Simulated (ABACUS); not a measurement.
## A series of single points on As

System: As (2 atoms in the cell).
Method: Kohn-Sham DFT of a periodic cell, PBE, PseudoDojo NC SR 0.4.1 PBE standard, no spin polarisation (ABACUS 3.10.1).

The 7 runs differ only in the geometry, by an even scaling of the cell at fixed fractional positions. The structure derives from an entry of the Crystallography Open Database.

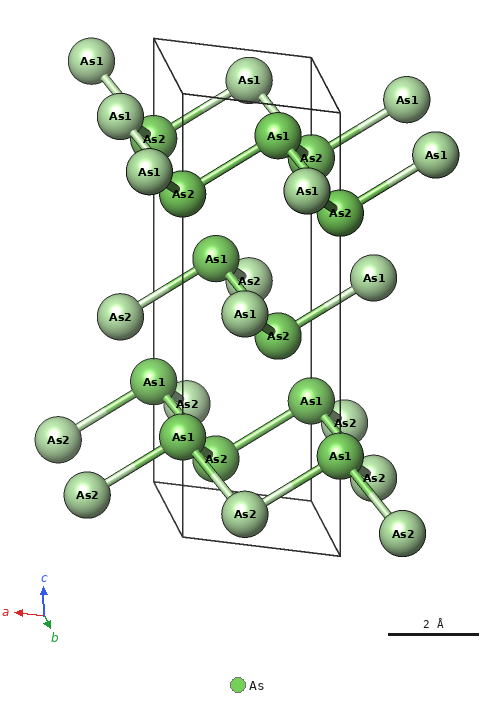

Figure 1. The structure of run 4 (ball-and-stick view of the cell 3 times as large as that of the calculation, set on its symmetry axes, seen at an oblique angle; neighbours outside the cell are drawn fainter; atoms are numbered from 1 in the order of the input).

### The input of run 4
```
INPUT_PARAMETERS
suffix              As
calculation         scf
basis_type          lcao
pseudo_dir          ./
orbital_dir         ./
symmetry            1
dft_functional      pbe
ecutwfc             100
pseudo_rcut         10
nspin               1
nbands              19
ks_solver           genelpa
smearing_method     fd
smearing_sigma      0.00367493
scf_thr             1e-07
scf_nmax            100
mixing_type         broyden
mixing_beta         0.7
cal_force           1
cal_stress          1
out_mul             1
out_chg             1
out_pot             2
out_elf             1
```

### File STRU of run 4
```
ATOMIC_SPECIES
As 74.9216 As.upf

NUMERICAL_ORBITAL
As_confined-atom_7au_2s2p2d.orb

LATTICE_CONSTANT
1.8897261246

LATTICE_VECTORS
1.8807968987 1.0858785957 3.5140619945
-1.8807968987 1.0858785957 3.5140619945
0.0000000000 -2.1717571915 3.5140619945

ATOMIC_POSITIONS
Direct

As
0.0
2
0.2260000000 0.2260000000 0.2260000000 1 1 1
0.7740000000 0.7740000000 0.7740000000 1 1 1
```

### File KPT of run 4
```
K_POINTS
0
Gamma
9 9 9 0 0 0
```

Command:
```bash
OMP_NUM_THREADS=1 mpirun -np 4 abacus > log
```

Run 3 differs from it as follows:
```diff
-out_chg             1
-out_pot             2
-out_elf             1
-1.8807968987 1.0858785957 3.5140619945
--1.8807968987 1.0858785957 3.5140619945
-0.0000000000 -2.1717571915 3.5140619945
+1.8681737204 1.0785906003 3.4904769752
+-1.8681737204 1.0785906003 3.4904769752
+0.0000000000 -2.1571812007 3.4904769752
```

### Results, with one run withheld

| run | volume per atom (Å³) | free energy per atom, from the lowest run given (meV) | pressure (GPa) |
| --- | --- | --- | --- |
| 1 | 20.239 | 83.38 | 11.12 |
| 2 | 20.669 | 56.63 | 8.84 |
| 3 | 21.100 | ? | ? |
| 4 | 21.530 | 20.02 | 4.90 |
| 5 | 21.961 | 9.16 | 3.21 |
| 6 | 22.392 | 2.67 | 1.68 |
| 7 | 22.822 | 0.00 | 0.31 |

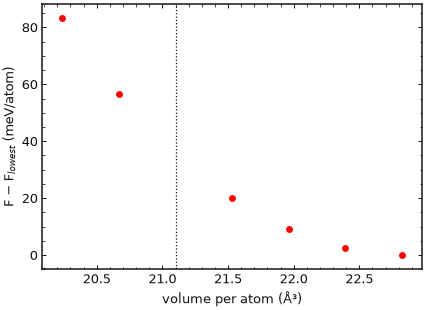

Figure 2. Free energy per atom of the runs given; the dotted line marks run 3.

What should run 3 give?

A cubic polynomial in V^(−2/3) (the Birch–Murnaghan form), fitted to the 6 runs given, misses them by at most 0.03 meV per atom. With x = V^(−2/3) − 0.12905 Å⁻², it reads F = 18.816 + 7405.8 x + 7.3081e+05 x² + 1.0052e+06 x³ (meV per atom). At run 3 it gives 35.65 meV per atom, and the run itself gives 35.69. The slope of the fit gives a pressure −dF/dV of 6.77 GPa there, and the run prints 6.77 GPa. The fit has no minimum inside this range.

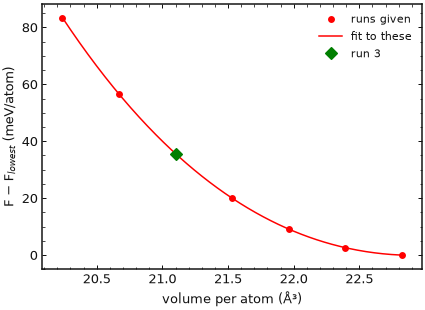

Figure 3. The fit and the withheld run.

### Some lines of the output (run 3)
```
[...]
                             Volume (A^3) = 42.1997
 E_Fermi        0.8375430409         11.3953576759
 E_Fermi        0.8410102020         11.4425308236
 E_Fermi        0.8440968944         11.4845274284
 E_Fermi        0.8444217959         11.4889479395
 E_Fermi        0.8444809742         11.4897531017
 E_Fermi        0.8444931243         11.4899184124
 E_Fermi        0.8444938387         11.4899281322
 E_KS(sigma->0) -424.2449996435      -5772.1493431602
 E_Fermi        0.8444939264         11.4899293253
 final etot is -5772.1500879 eV
 EFERMI = 11.489929325 eV
 TOTAL-PRESSURE: 67.690877 KBAR
 !FINAL_ETOT_IS -5772.1500879483510289 eV
```

Notes: Points of doubt noted for this run: home made orbitals.
